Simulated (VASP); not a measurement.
Consider MgS.

```xyz
4
Lattice="3.6659 0.0000 0.0000 -1.8329 3.1748 0.0000 0.0000 0.0000 6.1790" Properties=species:S:1:pos:R:3 pbc="T T T"
Mg    0.0000    0.0000    0.0000
Mg    0.0000    0.0000    3.0895
S     0.0000    2.1165    1.5447
S     1.8330    1.0582    4.6342
```

Space group P6₃/mmc; a generated structure, not necessarily the stable one.

Theory: Kohn-Sham DFT of a periodic cell, PBE, VASP PAW PBE potentials, recommended (VASP 6.6.1).

What will maps of the valence pseudo-density and electron localisation function show?

Mg–S (2.62 Å): the density is about 0.27 e/Å³ at the midpoint; the ELF peaks at about 0.90 in the valence shell of S, 0.9 Å from its nucleus, and falls to about 0.30 next to Mg: a largely ionic contact.

Does the calculation make it a metal, or give it a gap?

It is gapped, with a Kohn–Sham gap of 3.4 eV on the k-point mesh, an upper bound to the gap of this method.

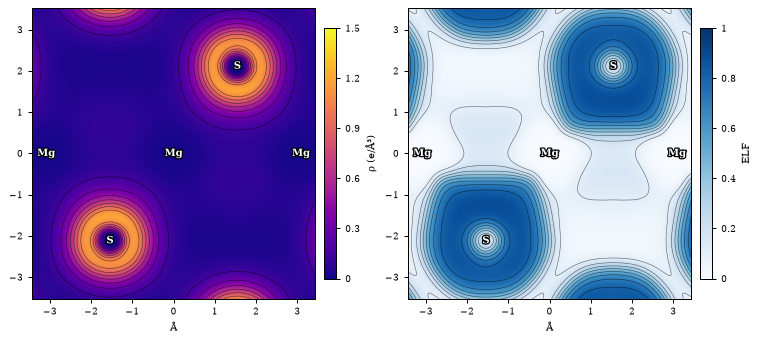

Computed valence pseudo-density and electron localisation function on the (110) plane of the conventional cell, in this order. 

Core electrons are frozen (PAW), and the valence fields are smoothed inside the atomic spheres.
